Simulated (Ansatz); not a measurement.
ZrS2: geometry relaxation (part 3 of 3)

The same run, continued: ZrS2 (P-3m1, 3 atoms in the cell); DFT PBE, scalar-relativistic, plane waves, PAW, no spin polarisation (Ansatz 0.2.0); cutoff 420 eV, 12×12×6 k-mesh, Gaussian smearing of 0.02 eV. The structure derives from an entry of the Crystallography Open Database.

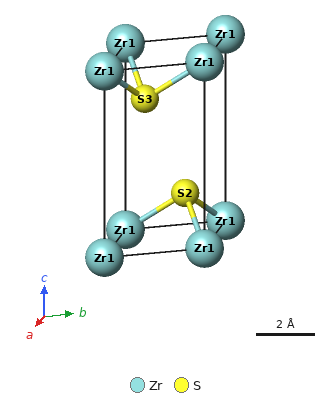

**Figure 1.** The geometry at step 13 of the log (ball-and-stick view of the cell of the calculation, seen slightly off an axis; atoms are numbered from 1 in the order of the input).

**Input file**
```yaml
crystal:
  lattice:
    - [3.6299990406, 0.0, 0.0]
    - [-1.8149995203, 3.1436713848, 0.0]
    - [0.0, 0.0, 5.85]
  atoms:
    - { symbol: Zr, position: [0.0, 0.0, 0.0] }
    - { symbol: S, position: [0.3333333333, 0.6666666667, 0.2492] }
    - { symbol: S, position: [0.6666666667, 0.3333333333, 0.7508] }
basis:
  ecutwfc: 420
kpoints:
  mp_grid: { grid: [12, 12, 6] }
hamiltonian:
  xc: pbe
scf:
  occupations: { method: gaussian, width: 0.02 }
output:
  forces: true
  stress: true
  eigenvalues: true
relax:
  adjacent_minimum: "off"
  f_tol: 0.005
  max_steps: 80
  cell: { stress_tol: 0.05 }
```

Run as:
```bash
ansatz run input.yaml --threads 1 --pin off --max-ram 2560MiB --backend cpu --events-out ev --progress --plain --runs-dir out
```

**Results in brief**

- outcome: converged
- space group (tolerance 0.01 Å): P-3m1 (164)
- electrons treated: 24
- free energy: −5992.6537 eV
- Fermi energy: 5.575 eV
- gap on the k-point mesh: 1.14 eV
- pressure: 0.00 GPa
- final volume: 79.51 Å³
- largest force (length of the vector) at the end: 0.001 eV/Å
- final cell: a = 3.685 Å, b = 3.685 Å, c = 6.759 Å, α = 90.00°, β = 90.00°, γ = 120.00°
- hardware: 1 thread of Intel Xeon (Sapphire Rapids), 32 GiB of memory available, shared host
- wall time: 62 s
- peak memory: 0.48 GiB
